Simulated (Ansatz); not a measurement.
Single-point calculation, with input and output: Al3Ni5

System: Al3Ni5 (Amm2, 8 atoms in the cell).
Method: DFT PBEsol, scalar-relativistic, plane waves, PAW, no spin polarisation (Ansatz 0.2.0).

The structure derives from a Materials Project entry. It belongs to a series of runs on one base structure; here: atom 1 (Al) moved -0.033 A along Cartesian [0 1 0]. Figures and captions count atoms from 1; the log counts them from 0 in places.

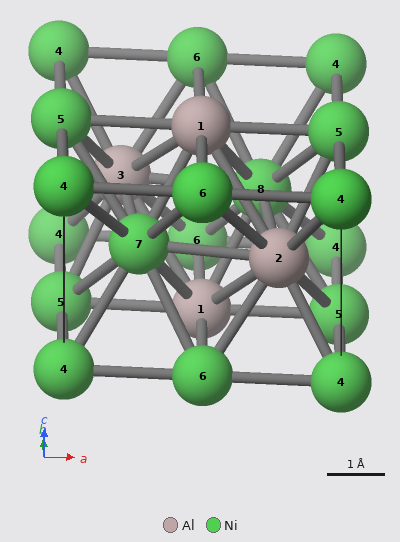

*The structure (ball-and-stick view of the cell of the calculation, seen at an oblique angle; atoms are numbered from 1 in the order of the input). An atom can appear more than once, as a periodic image.*

Near neighbours in the periodic cell (some may lie outside the picture): Al has 4 Al at 2.75 to 2.80 Å and 8 Ni at 2.37 to 2.50 Å; Al has 2 Al at 2.75 to 2.80 Å and 10 Ni at 2.44 to 2.54 Å; Ni has 4 Al at 2.47 Å and 8 Ni at 2.47 to 2.60 Å; Ni has 6 Al at 2.37 to 2.54 Å and 6 Ni at 2.47 to 2.63 Å.

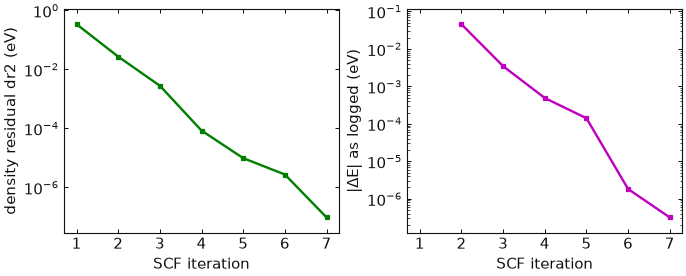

*Convergence of the self-consistent field: density residual dr2 and size of the energy change against the SCF iteration.*

The residual falls at every step.

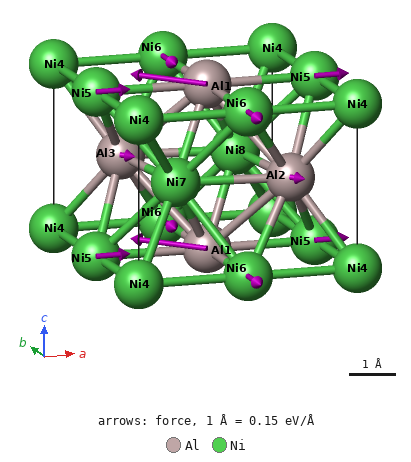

*Forces on the atoms as pink arrows (ball-and-stick view of the cell of the calculation, seen slightly off an axis; atoms are numbered from 1 in the order of the input); the smallest are left out.*

The largest act on Al1 (0.28 eV/Å); Ni5, Ni6 (0.12 eV/Å). The geometry is not a stationary point of this energy.

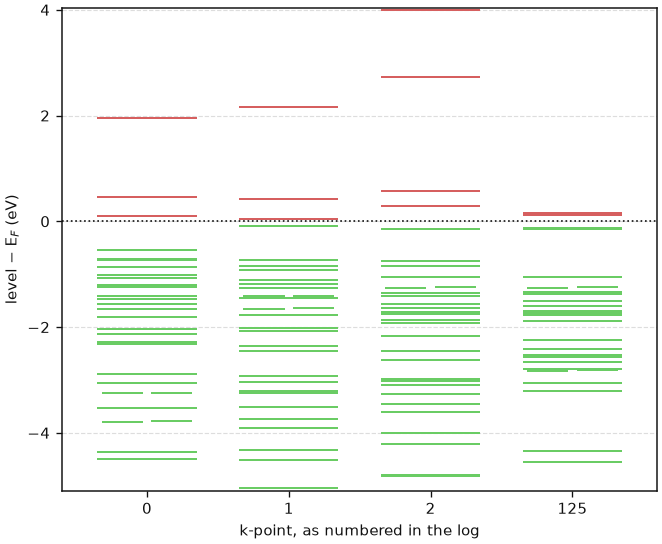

*Kohn–Sham levels near the Fermi level (dotted) at the few k-points that the log prints; levels within 0.02 eV of each other stand side by side.*

The system is metallic on the full mesh.

These pictures come from the run below.

**Input**
```yaml
crystal:
  lattice:
    - [3.293332276, -3.6919375971, 0.0]
    - [3.293332276, 3.6919375971, 0.0]
    - [0.0, 0.0, 3.7203545651]
  atoms:
    - { symbol: Al, position: [0.504509827, 0.495490173, 0.0] }
    - { symbol: Al, position: [0.7796888787, 0.2203111213, 0.5] }
    - { symbol: Al, position: [0.2203111213, 0.7796888787, 0.5] }
    - { symbol: Ni, position: [0.0, 0.0, 0.0] }
    - { symbol: Ni, position: [0.0, 0.5, 0.0] }
    - { symbol: Ni, position: [0.5, 0.0, 0.0] }
    - { symbol: Ni, position: [0.2762373066, 0.2762373066, 0.5] }
    - { symbol: Ni, position: [0.7237626934, 0.7237626934, 0.5] }
basis:
  ecutwfc: 420
kpoints:
  mp_grid: { grid: [8, 8, 10] }
hamiltonian:
  xc: pbesol
scf:
  occupations: { method: gaussian, width: 0.15 }
output:
  forces: true
  stress: true
  eigenvalues: true
```

Launched with:
```bash
ansatz run input.yaml --threads 2 --pin off --max-ram 5120MiB --backend cpu --events-out ev --progress --plain --runs-dir out
```

**What the program printed**
```
Engine: ansatz 0.2.0, x86_64-unknown-linux-gnu
Pseudopotentials: kind: paw
Pseudopotential: Al, paw, valence charge 3, recommended cutoff 420 eV (normal), Al.paw.azcp
Pseudopotential: Ni, paw, valence charge 18, recommended cutoff 420 eV (normal), Ni.paw.azcp
Functional definition: PBEsol
  exchange = pbesol_x
  correlation = pbesol_c
Crystal: 8 atoms, lattice volume = 90.470 Å³
Basis set: ecut = 420 eV, 1779 PW (Γ), exchange–correlation on 72×72×50 points (8 copies of the dense FFT grid, shifted against one another)
Bands: 60, of which v1, the nominal top of the filled ones, is band 50 counted from 1 (49 counted from 0)
Symmetry: 4 space group operations
Space group: Amm2 (ITA 38), of the structure as read, at distance tolerance 4.5e-5 Å
k-points: 126 of 640 (time reversal used)
Non-local potential: Al, projectors of the file, l = 0: 2, l = 1: 2, l = 2: 1
Non-local potential: Ni, projectors of the file, l = 0: 3, l = 1: 2, l = 2: 3, l = 3: 1
PAW form: soft (Blöchl's): semilocal exchange-correlation on the pseudo side does not see the compensation charge
PAW frozen core: Al, regenerated for the run's functional, and the local potential with it (the file was generated under x = pbe(κ = 0.804, μ = 0.2195149727645171), c = pbe(β = 0.06672455060314922))
PAW frozen core: Ni, regenerated for the run's functional, and the local potential with it (the file was generated under x = pbe(κ = 0.804, μ = 0.2195149727645171), c = pbe(β = 0.06672455060314922))
PAW one-centre angular grid: Al, 110 points (default); XC on 64 Gauss nodes
PAW one-centre angular grid: Ni, 590 points (default); XC on 64 Gauss nodes
Initial density: superposition of atomic densities (neutral atoms: chi_scale 0, normalization atom), corrected by the library's trained network
Initial wavefunctions: pseudopotential atomic-orbital guess
Functional: x = pbesol(κ = 0.804, μ = 0.12345679012345678), c = pbesol(β = 0.046)
SCF iter   1: F=—  HF=-30603.186200 eV  |F-HF|=—  |Δ(HF+E_count)|=         —  Δρ=2.49e-2  dr2=3.37e-1  ethr=1.77e-3  ⟨swp⟩=6.8  Hψ=29025  notcnv=0  defer=27
preconditioner: auto → Kerker (q_TF=auto, 2.770 Å⁻¹)  [metal: Δε(μ)=0.003 eV  Ē_g=6.924 eV  σ=0.150 eV  W_gap=0.01  n_scr=34 (ndim 8)  ℏωp=30.0 eV  f_vac=0.000  D(μ)=3.68/eV (n_scr^D=30)]
SCF iter   2: F=—  HF=-30603.140843 eV  |F-HF|=—  |Δ(HF+E_count)|=   4.54e-2  Δρ=6.22e-3  dr2=2.68e-2  ethr=3.41e-4  ⟨swp⟩=3.0  Hψ=14774  notcnv=0  defer=395
SCF iter   3: F=—  HF=-30603.137388 eV  |F-HF|=—  |Δ(HF+E_count)|=   3.45e-3  Δρ=1.68e-3  dr2=2.77e-3  ethr=2.70e-5  ⟨swp⟩=1.0  Hψ=7200  notcnv=0  defer=395
SCF iter   4: F=—  HF=-30603.136900 eV  |F-HF|=—  |Δ(HF+E_count)|=   4.89e-4  Δρ=3.41e-4  dr2=8.35e-5  ethr=2.80e-6  ⟨swp⟩=2.1  Hψ=10539  notcnv=0  defer=395
SCF iter   5: F=—  HF=-30603.137040 eV  |F-HF|=—  |Δ(HF+E_count)|=   1.41e-4  Δρ=9.45e-5  dr2=9.75e-6  ethr=8.43e-8  ⟨swp⟩=2.3  Hψ=12131  notcnv=0  defer=395
SCF iter   6: F=—  HF=-30603.137039 eV  |F-HF|=—  |Δ(HF+E_count)|=   1.82e-6  Δρ=5.20e-5  dr2=2.72e-6  ethr=9.85e-9  ⟨swp⟩=2.0  Hψ=10548  notcnv=0  defer=395
SCF iter   7: F=-30603.137038 eV  HF=-30603.137038 eV  |F-HF|=9.68e-8  |Δ(HF+E_count)|=   3.18e-7  Δρ=1.24e-5  dr2=9.55e-8  ethr=1.01e-10  ⟨swp⟩=8.8  Hψ=35500  notcnv=0
SCF 1 converged in 7 iterations: F = -30603.137038 eV  dr2 = 9.55e-8
  greatest PAW one-centre occupation: 1.001 electrons in one spin orbital (limit 2), on the Ni atom at site 4 (counted from 0), in its partial waves of l = 1
SCF converged after 7 iterations
Free energy (F): -30603.137038 eV
Harris-Foulkes:  -30603.137038 eV  (|F-HF|=9.68e-8)
Internal energy: -30603.094211 eV  (E = F + TS)
E sigma→0 (E₀):  -30603.115624 eV
Entropy (-TS):   -0.042827 eV (-5.353 meV/atom)
Fermi energy:    15.318227 eV
--- Per-component energies (eV) ---
  E_band       = -1591.407827
  E_kinetic    = 1505.076425
  E_local      = -21189.222625  (includes V_loc(G=0)·N_el)
  E_nonlocal   = 3217.812999
  E_hartree    = 9081.535411
  E_xc         = -548.202042
  E_vxc        = -644.014945  (∫ρ·V_xc dr)
  E_paw        = -9347.493086  (= ΣΔE_a)
  E_vpaw       = -2644.122147  (= ΣTr[D̂ρ^β])
  E_aug_tail   = 0.002316  (compensation charges beyond the density's cutoff)
  E_ewald      = -13323.647470
  E_core_change = 1.043861  (= ΣΔE_core)
  E_smearing   = -0.042827  (= −TS)
  E_closure    = 0.000000  (closes the sum)
  Σ components = -30603.137038   (vs F -30603.137038, Δ=0.00e0)
--- Forces (eV/Å), atoms counted from 1 ---
  atom   1  Al     0.00000000     0.27979463     0.00000000
  atom   2  Al     0.00000000    -0.05437707    -0.00000000
  atom   3  Al     0.00000000    -0.05523513    -0.00000000
  atom   4  Ni     0.00000000     0.00365019     0.00000000
  atom   5  Ni     0.08029093    -0.08636955    -0.00000000
  atom   6  Ni    -0.08029093    -0.08636955    -0.00000000
  atom   7  Ni     0.00125584    -0.00054510     0.00000000
  atom   8  Ni    -0.00125584    -0.00054510    -0.00000000
  max |Σ_I F_I| component: 3.34e-6 eV/Å
--- Stress (GPa, compression-positive) ---
       -0.044287       0.000000      -0.000000
        0.000000       0.126335      -0.000000
       -0.000000      -0.000000       0.067448
  P = ⅓ Tr σ = 0.0498 GPa (0.498 kbar)
--- Band table (eV; the first three rows and the last of 126) ---
  k-point 0: bands = ["-87.7328", "-87.7317", "-87.6634", "-87.6633", "-87.4699", "-48.3174", "-48.3103", "-48.3024", "-48.2940", "-48.2818", "-48.2517", "-48.2517", "-48.2449", "-48.2436", "-48.2189", "-48.1777", "-48.1715", "-48.0706", "-48.0306", "-47.9112", "4.3980", "9.1819", "9.3317", "10.1973", "10.8266", "10.9504", "11.5324", "11.5478", "11.7878", "12.0686", "12.0805", "12.2585", "12.4252", "13.0065", "13.0288", "13.1893", "13.2810", "13.5065", "13.6649", "13.7630", "13.8563", "13.9138", "14.0758", "14.1122", "14.2522", "14.3064", "14.4646", "14.5911", "14.6140", "14.7760", "15.4129", "15.7788", "17.2727", "19.4532", "20.0957", "21.4569", "21.6169", "22.1821", "22.2745", "22.2965"]
  k-point 1: bands = ["-87.7327", "-87.7317", "-87.6634", "-87.6633", "-87.4699", "-48.3177", "-48.3101", "-48.3017", "-48.2963", "-48.2801", "-48.2550", "-48.2518", "-48.2426", "-48.2422", "-48.2204", "-48.1783", "-48.1698", "-48.0706", "-48.0306", "-47.9112", "4.5088", "9.2139", "9.3796", "10.2836", "10.8142", "10.9998", "11.4179", "11.5838", "11.8082", "12.0636", "12.1132", "12.2781", "12.3853", "12.8767", "12.9595", "13.2440", "13.3048", "13.5487", "13.6586", "13.6728", "13.8712", "13.9039", "13.9101", "14.0677", "14.1394", "14.2116", "14.3976", "14.4695", "14.5820", "15.2260", "15.3591", "15.7411", "17.4841", "19.7087", "20.3636", "20.4576", "20.9342", "21.2271", "22.0072", "22.3298"]
  k-point 2: bands = ["-87.7326", "-87.7317", "-87.6635", "-87.6633", "-87.4699", "-48.3186", "-48.3098", "-48.3016", "-48.2997", "-48.2755", "-48.2613", "-48.2520", "-48.2406", "-48.2373", "-48.2246", "-48.1800", "-48.1658", "-48.0707", "-48.0307", "-47.9111", "4.8386", "9.2984", "9.4527", "10.5069", "10.5291", "11.1171", "11.3215", "11.7072", "11.8687", "12.0551", "12.2273", "12.3075", "12.3312", "12.7063", "12.8593", "13.1519", "13.4056", "13.4551", "13.5678", "13.5982", "13.6877", "13.7656", "13.9142", "13.9696", "14.0673", "14.0761", "14.2603", "14.4745", "14.5746", "15.1711", "15.6140", "15.8998", "18.0545", "19.3180", "19.5649", "19.8760", "20.0276", "20.3986", "21.9377", "22.3452"]
  k-point 125: bands = ["-87.7322", "-87.7317", "-87.6634", "-87.6633", "-87.4704", "-48.3208", "-48.3136", "-48.3083", "-48.2933", "-48.2719", "-48.2546", "-48.2454", "-48.2432", "-48.2385", "-48.2268", "-48.1585", "-48.1493", "-48.0713", "-48.0628", "-47.9241", "8.9738", "8.9957", "9.1464", "9.2293", "9.3108", "10.1890", "10.7647", "10.9727", "12.1114", "12.2596", "12.4897", "12.5089", "12.5363", "12.6539", "12.7588", "12.7876", "12.9132", "13.0736", "13.4405", "13.5471", "13.5883", "13.6194", "13.7202", "13.8090", "13.9508", "13.9863", "14.0570", "14.0735", "14.2659", "15.1729", "15.2002", "15.4303", "15.4700", "21.7303", "21.8775", "22.2191", "22.3427", "22.3429", "23.0484", "23.5728"]
```

**Key numbers**

| quantity | value |
| --- | --- |
| outcome | converged |
| space group (tolerance 0.01 Å) | Amm2 (38) |
| electrons treated | 99 |
| free energy | −30603.1370 eV |
| Fermi energy | 15.318 eV |
| gap on the k-point mesh | none (metallic) |
| pressure | 0.05 GPa |
| largest force (length of the vector) | 0.280 eV/Å |
| hardware | 2 threads of Intel Xeon @ 2.50GHz (Skylake/Cascade Lake), 189 GiB of memory available, shared host |
| wall time | 66 s (CPU time 2.1 min) |
| peak memory | 0.73 GiB |

**Notes**

The run has no spin polarisation, so a magnetic state may lie lower.
